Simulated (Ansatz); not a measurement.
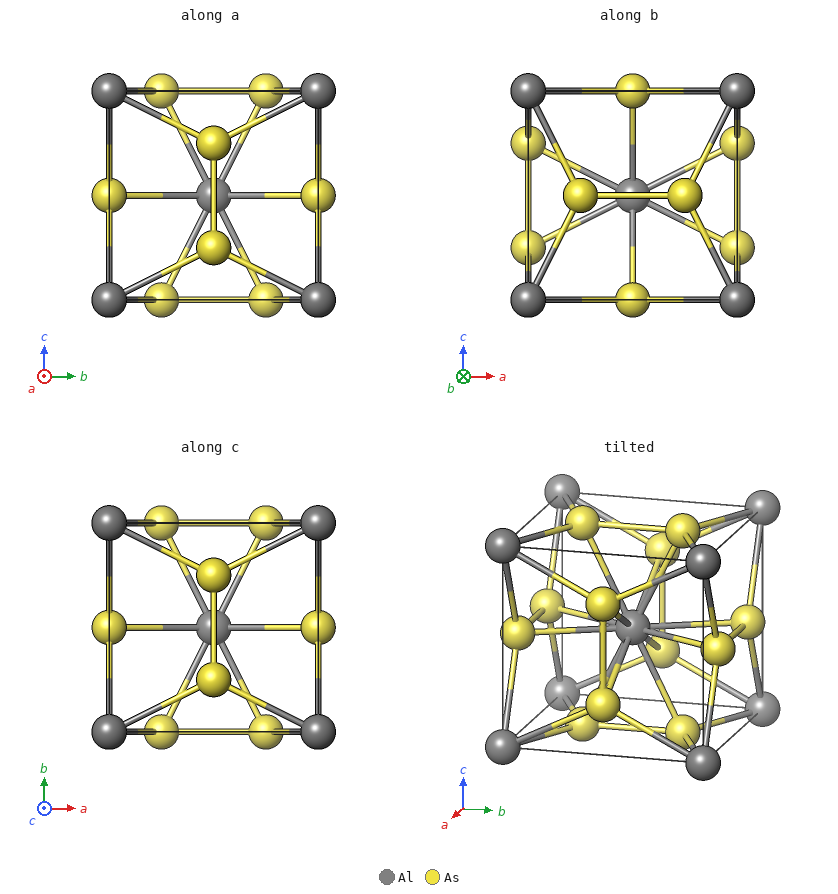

Ball-and-stick representation of a periodic structure, projected along the a axis, along the b axis, along the c axis and slightly off an axis. The box is the conventional unit cell; atoms on or close to its faces, edges and corners are drawn wherever they repeat.

Lattice parameters: a = 5.3229 Å, b = 5.3229 Å, c = 5.3229 Å, α = 90.000°, β = 90.000°, γ = 90.000°.

Question: Convert the drawing into a CIF in P1 with every atom of the cell.

Answer:
```cif
data_structure
_symmetry_space_group_name_H-M 'P 1'
_symmetry_Int_Tables_number 1
_cell_length_a 5.3229
_cell_length_b 5.3229
_cell_length_c 5.3229
_cell_angle_alpha 90.000
_cell_angle_beta 90.000
_cell_angle_gamma 90.000
_cell_volume 150.81
loop_
_atom_site_label
_atom_site_type_symbol
_atom_site_fract_x
_atom_site_fract_y
_atom_site_fract_z
_atom_site_occupancy
Al1 Al 0.0000 0.0000 0.0000 1
Al2 Al 0.5000 0.5000 0.5000 1
As1 As 0.0000 0.5000 0.2500 1
As2 As 0.0000 0.5000 0.7500 1
As3 As 0.2500 0.0000 0.5000 1
As4 As 0.7500 0.0000 0.5000 1
As5 As 0.5000 0.7500 0.0000 1
As6 As 0.5000 0.2500 0.0000 1
```

The starting point was a structure type filled with these elements by a generator (whether the compound takes this form wasn't checked). Relaxation method: Ansatz 0.2.0, DFT PBE, scalar-relativistic, plane waves, PAW.
